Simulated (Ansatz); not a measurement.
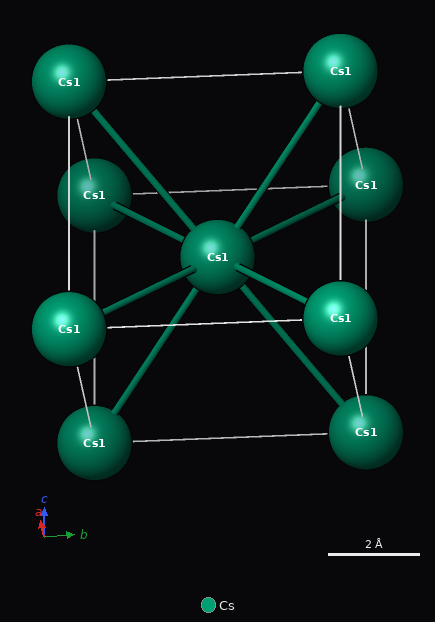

Figure 1. The input geometry (ball-and-stick view of the cell 2 times as large as that of the calculation, set on its symmetry axes, seen at an oblique angle; atoms are numbered from 1 in the order of the input). An atom can appear more than once, as a periodic image.

Band-structure calculation, with input and output: Cs

Cs (Im-3m, 1 atom in the cell), computed with DFT, PBEsol, PAW with Ansatz's default frozen-core files, scalar-relativistic, no spin polarisation (Ansatz 0.2.0).

The structure derives from an entry of the Crystallography Open Database. It belongs to a series of runs on one base structure; here: functional pbesol, PAW files. Figures and captions count atoms from 1; the log counts them from 0 in places.

### Input file
```yaml
crystal:
  lattice:
    - [-3.0225, 3.0225, 3.0225]
    - [3.0225, -3.0225, 3.0225]
    - [3.0225, 3.0225, -3.0225]
  atoms:
    - { symbol: Cs, position: [0.0, 0.0, 0.0] }
kpoints:
  mp_grid: { grid: [9, 9, 9] }
  band_path:
    path:
      - [0.0, 0.0, 0.0]
      - [0.5, -0.5, 0.5]
      - [0.0, 0.0, 0.5]
      - [0.0, 0.0, 0.0]
      - [0.25, 0.25, 0.25]
      - [0.5, -0.5, 0.5]
      - [0.25, 0.25, 0.25]
      - [0.0, 0.0, 0.5]
    npoints: 5
scf:
  occupations: { method: fermi_dirac, width: 0.05 }
hamiltonian:
  xc: pbesol
  pseudopotentials: { kind: paw }
output:
  forces: true
  stress: true
  eigenvalues: true
  efg: { contact_densities: true }
```

Command:
```bash
ansatz run input.yaml --threads 1 --pin off --max-ram 2048MiB --backend cpu --events-out ev --progress --plain --runs-dir out
```

### The program's output
```
Cs: output.efg is read without spin–orbit coupling, which moves field gradients at and beside such atoms by some per cent and up to a factor of two; PAW files take it under magnetization.noncollinear and magnetization.spin_orbit
Engine: ansatz 0.2.0, aarch64-unknown-linux-gnu
Pseudopotentials: kind: paw
Pseudopotential: Cs, paw, valence charge 9, recommended cutoff 420 eV (normal), Cs.paw.azcp
Functional definition: PBEsol
  exchange = pbesol_x
  correlation = pbesol_c
Crystal: 1 atoms, lattice volume = 110.448 Å³
Basis set: ecut = 420 eV, 2171 PW (Γ), exchange–correlation on 72×72×72 points (8 copies of the dense FFT grid, shifted against one another)
Bands: 9, of which v1, the nominal top of the filled ones, is band 5 counted from 1 (4 counted from 0)
Symmetry: 48 space group operations
Space group: Im-3m (ITA 229), of the structure as read, at distance tolerance 4.8e-5 Å
k-points: 35 of 729
Non-local potential: Cs, projectors of the file, l = 0: 3, l = 1: 2, l = 2: 2, l = 3: 2
PAW form: soft (Blöchl's): semilocal exchange-correlation on the pseudo side does not see the compensation charge
PAW frozen core: Cs, regenerated for the run's functional, and the local potential with it (the file was generated under x = pbe(κ = 0.804, μ = 0.2195149727645171), c = pbe(β = 0.06672455060314922))
PAW one-centre angular grid: Cs, 194 points (default); XC on 64 Gauss nodes
Initial density: superposition of atomic densities (neutral atoms: chi_scale 0, normalization atom), corrected by the library's trained network
Initial wavefunctions: pseudopotential atomic-orbital guess
Functional: x = pbesol(κ = 0.804, μ = 0.12345679012345678), c = pbesol(β = 0.046)
SCF iter   1: F=—  HF=-5585.800623 eV  |F-HF|=—  |Δ(HF+E_count)|=         —  Δρ=4.90e-4  dr2=2.31e-4  ethr=1.77e-3  ⟨swp⟩=6.0  Hψ=2674  notcnv=0
preconditioner: auto → Kerker (q_TF=auto, 1.796 Å⁻¹)  [metal: Δε(μ)=0.056 eV  Ē_g=2.704 eV  σ=0.050 eV  W_gap=0.26  n_scr=12 (ndim 8)  ℏωp=3.5 eV  f_vac=0.000  D(μ)=1.22/eV (n_scr^D=0)]
SCF iter   2: F=—  HF=-5585.800989 eV  |F-HF|=—  |Δ(HF+E_count)|=   3.65e-4  Δρ=3.04e-4  dr2=1.09e-4  ethr=2.57e-6  ⟨swp⟩=2.3  Hψ=777  notcnv=0
SCF iter   3: F=—  HF=-5585.801034 eV  |F-HF|=—  |Δ(HF+E_count)|=   4.58e-5  Δρ=8.10e-5  dr2=6.32e-6  ethr=1.21e-6  ⟨swp⟩=2.0  Hψ=474  notcnv=0
SCF iter   4: F=—  HF=-5585.801034 eV  |F-HF|=—  |Δ(HF+E_count)|=   5.39e-7  Δρ=2.66e-5  dr2=2.46e-6  ethr=7.03e-8  ⟨swp⟩=2.0  Hψ=457  notcnv=0
SCF iter   5: F=—  HF=-5585.801034 eV  |F-HF|=—  |Δ(HF+E_count)|=   3.17e-8  Δρ=1.33e-5  dr2=2.39e-7  ethr=2.74e-8  ⟨swp⟩=2.0  Hψ=441  notcnv=0
SCF iter   6: F=-5585.801034 eV  HF=-5585.801034 eV  |F-HF|=2.86e-10  |Δ(HF+E_count)|=   1.77e-8  Δρ=1.67e-6  dr2=3.43e-9  ethr=1.11e-9  ⟨swp⟩=5.0  Hψ=1541  notcnv=0
SCF 1 converged in 6 iterations: F = -5585.801034 eV  dr2 = 3.43e-9
  greatest PAW one-centre occupation: 0.931 electrons in one spin orbital (limit 2), on the Cs atom at site 0 (counted from 0), in its partial waves of l = 0
```

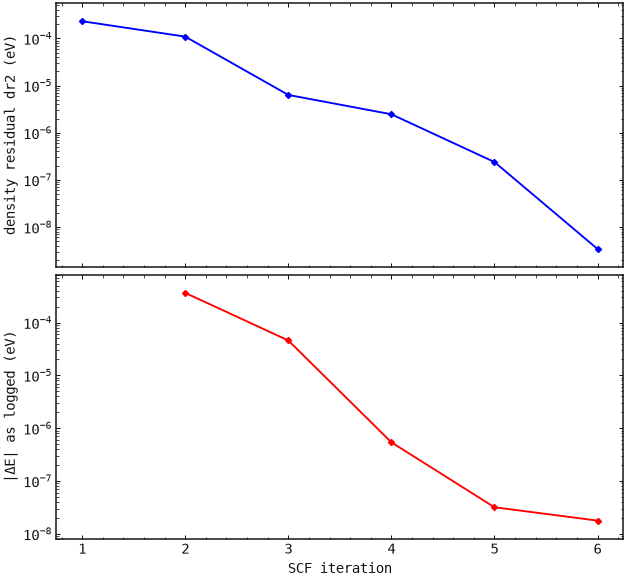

Figure 2. Convergence of the self-consistent field: density residual dr2 and size of the energy change against the SCF iteration. The residual falls at every step.

```
NSCF: frozen V_eff on 36 k-points
SCF converged after 6 iterations
Free energy (F): -5585.801034 eV
Harris-Foulkes:  -5585.801034 eV  (|F-HF|=2.86e-10)
Internal energy: -5585.791291 eV  (E = F + TS)
E sigma→0 (E₀):  -5585.796162 eV
Entropy (-TS):   -0.009743 eV (-9.743 meV/atom)
Fermi energy:    2.319205 eV
--- Per-component energies (eV) ---
  E_band       = -90.978504
  E_kinetic    = 140.930953
  E_local      = -387.308580  (includes V_loc(G=0)·N_el)
  E_nonlocal   = 31.289731
  E_hartree    = 135.102255
  E_xc         = -171.280124
  E_vxc        = -124.244639  (∫ρ·V_xc dr)
  E_paw        = -4983.578090  (= ΣΔE_a)
  E_vpaw       = -21.849385  (= ΣTr[D̂ρ^β])
  E_aug_tail   = -0.000001  (compensation charges beyond the density's cutoff)
  E_ewald      = -351.091596
  E_core_change = 0.144160  (= ΣΔE_core)
  E_smearing   = -0.009743  (= −TS)
  E_closure    = 0.000000  (closes the sum)
  Σ components = -5585.801034   (vs F -5585.801034, Δ=0.00e0)
--- Forces (eV/Å), atoms counted from 1 ---
  atom   1  Cs     0.00000000    -0.00000000     0.00000000
  max |Σ_I F_I| component: 7.40e-32 eV/Å
--- Stress (GPa, compression-positive) ---
       -0.036073      -0.000000       0.000000
        0.000000      -0.036073      -0.000000
        0.000000      -0.000000      -0.036073
  P = ⅓ Tr σ = -0.0361 GPa (-0.361 kbar)
--- PAW observables at the nuclei: V_zz in 10²¹ V/m², potentials from the cell's mean, atoms counted from 1 ---
  atom   1  Cs V_zz =    +0.000000   η = 0.0000   by run symmetry: forbidden
            electrostatic potential = -9367.626499 V   contact ρ = 1898013.527815 e/Å³
--- Band table (eV; the first three rows and the last of 35) ---
  k-point 0: bands = ["-21.5083", "-8.2170", "-8.2170", "-8.2170", "0.5943", "4.8430", "4.8430", "4.8430", "5.7448"]
  k-point 1: bands = ["-21.5074", "-8.2363", "-8.2232", "-8.2171", "0.7361", "4.6917", "4.6966", "4.9844", "5.5410"]
  k-point 2: bands = ["-21.5050", "-8.2843", "-8.2388", "-8.2172", "1.1349", "4.2010", "4.3904", "5.4006", "5.5462"]
  k-point 34: bands = ["-21.4942", "-8.3294", "-8.3260", "-8.3260", "2.9415", "2.9901", "5.1883", "5.2704", "5.2704"]
```

### File bands.tsv
```
# k_distance	band_0	band_1	band_2	band_3	band_4	band_5	band_6	band_7	band_8
# fermi_ev = 2.319205
# lock_threshold_ev = 1e-6
# [0, 0, 0] at k_distance = 0.000000
# [0.5, -0.5, 0.5] at k_distance = 1.039402
# [0, 0, 0.5] at k_distance = 1.774370
# [0, 0, 0] at k_distance = 2.509338
# [0.25, 0.25, 0.25] at k_distance = 3.409487
# [0.5, -0.5, 0.5] at k_distance = 4.309636
# [0.25, 0.25, 0.25] at k_distance = 5.209784
# [0, 0, 0.5] at k_distance = 5.729485
# levels_relative_to = fermi_ev
# free_energy_ev = -5585.801034
# largest_residual_norms_ev = 1.959e-3 8.786e-4 9.492e-4 1.191e-3 8.439e-4 1.372e-3 1.412e-3 2.330e-3 3.096e-3
0.000000	-23.827528	-10.536227	-10.536227	-10.536227	-1.724937	2.523786	2.523786	2.523786	3.425634
0.207880	-23.825993	-10.556745	-10.546428	-10.546428	-1.496438	2.388851	2.388851	2.650811	2.816636
0.415761	-23.822127	-10.600191	-10.573711	-10.573711	-0.868194	1.921420	2.249217	2.249217	3.020916
0.623641	-23.817649	-10.634525	-10.608533	-10.608533	-0.023749	1.213027	2.360673	2.360673	2.983983
0.831522	-23.814272	-10.647364	-10.637542	-10.637542	0.566759	0.773401	2.655927	2.746682	2.746682
1.039402	-23.813040	-10.648810	-10.648810	-10.648810	0.625062	0.625062	3.084975	3.084975	3.084975
1.186396	-23.813648	-10.653261	-10.643142	-10.638416	0.648586	0.674287	2.571599	2.865711	3.165512
1.333389	-23.815239	-10.664868	-10.628223	-10.610894	0.695389	0.713978	2.053624	2.428944	3.378759
1.480383	-23.817203	-10.679126	-10.609618	-10.576231	0.437657	0.803219	2.018111	2.184187	3.639695
1.627377	-23.818792	-10.690588	-10.594431	-10.547646	0.134779	0.883292	1.741169	2.763479	3.833425
1.774370	-23.819399	-10.694949	-10.588597	-10.536594	0.017776	0.916009	1.644384	3.267177	3.898249
1.921364	-23.820176	-10.680389	-10.583657	-10.536555	-0.269622	1.113231	1.704255	3.340474	3.672824
2.068358	-23.822210	-10.641702	-10.570664	-10.536457	-0.796146	1.506544	1.876490	3.327267	3.461414
2.215351	-23.824722	-10.592690	-10.554482	-10.536343	-1.281471	1.993596	2.132595	2.977080	3.203149
2.362345	-23.826753	-10.552016	-10.541290	-10.536258	-1.609676	2.398442	2.409557	2.638393	3.241910
2.509338	-23.827528	-10.536227	-10.536227	-10.536227	-1.724937	2.523786	2.523786	2.523786	3.425634
2.689368	-23.826390	-10.561392	-10.538969	-10.538969	-1.553175	2.325868	2.325868	2.719246	3.309854
2.869398	-23.823664	-10.615966	-10.548081	-10.548081	-1.073239	1.841119	1.841119	3.260495	3.398409
3.049428	-23.820888	-10.656909	-10.564907	-10.564907	-0.369131	1.408340	1.408340	3.655760	3.655760
3.229457	-23.819296	-10.654919	-10.588549	-10.588549	0.439757	1.137831	1.137831	3.051807	3.891376
3.409487	-23.818956	-10.614482	-10.614482	-10.614482	1.004112	1.004112	1.004112	2.469887	3.982076
3.589517	-23.818869	-10.636190	-10.636190	-10.569499	0.888529	0.944406	0.944406	2.951694	3.845352
3.769546	-23.817944	-10.648821	-10.648821	-10.557182	0.893478	0.893478	0.902842	3.459846	3.459846
3.949576	-23.815991	-10.652097	-10.652097	-10.586086	0.800541	0.800541	1.386335	3.142185	3.142185
4.129606	-23.813926	-10.650257	-10.650257	-10.629025	0.681384	0.681384	2.295100	3.061945	3.061945
4.309636	-23.813040	-10.648810	-10.648810	-10.648810	0.625062	0.625062	3.084975	3.084975	3.084975
4.489665	-23.813926	-10.650257	-10.650257	-10.629025	0.681384	0.681384	2.295100	3.061945	3.061945
4.669695	-23.815991	-10.652097	-10.652097	-10.586086	0.800541	0.800541	1.386335	3.142185	3.142185
4.849725	-23.817944	-10.648821	-10.648821	-10.557182	0.893478	0.893478	0.902842	3.459846	3.459846
5.029754	-23.818869	-10.636190	-10.636190	-10.569499	0.888529	0.944406	0.944406	2.951694	3.845352
5.209784	-23.818956	-10.614482	-10.614482	-10.614482	1.004112	1.004112	1.004112	2.469887	3.982076
5.313724	-23.818998	-10.639094	-10.612027	-10.590116	0.844876	0.939824	1.111877	2.675250	3.930105
5.417665	-23.819109	-10.661497	-10.605584	-10.568358	0.539782	0.911879	1.260620	3.071332	3.883500
5.521605	-23.819245	-10.679404	-10.597586	-10.551248	0.263261	0.907632	1.431815	3.283348	3.926199
5.625545	-23.819356	-10.690958	-10.591086	-10.540339	0.080896	0.912815	1.581757	3.282331	3.905876
5.729485	-23.819399	-10.694949	-10.588597	-10.536594	0.017776	0.916009	1.644383	3.267177	3.898249
```

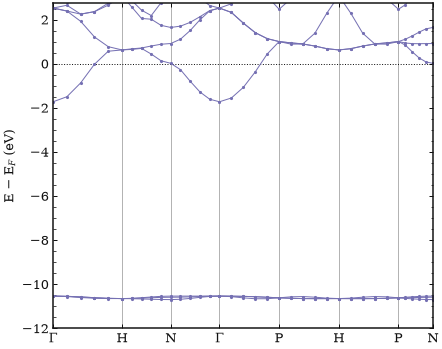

Figure 3. Band structure along Γ–H–N–Γ–P–H–P–N, with energies from the Fermi level. Bands cross the Fermi level: a metal at this level of theory.

### Key numbers

| quantity | value |
| --- | --- |
| outcome | converged |
| space group (tolerance 0.01 Å) | Im-3m (229) |
| electrons treated | 9 |
| free energy | −5585.8010 eV |
| Fermi energy | 2.319 eV |
| pressure | −0.04 GPa |
| field gradient V_zz (10²¹ V/m²) | zero at all sites |
| electronic character | metal |
| largest force (length of the vector) | under 0.001 eV/Å |
| hardware | 1 thread of Arm Neoverse V1, 112 GiB of memory available, shared host |
| wall time | 8 s |
| peak memory | 0.39 GiB |

### Remarks

Warnings of the run: the field gradients leave out spin–orbit coupling.
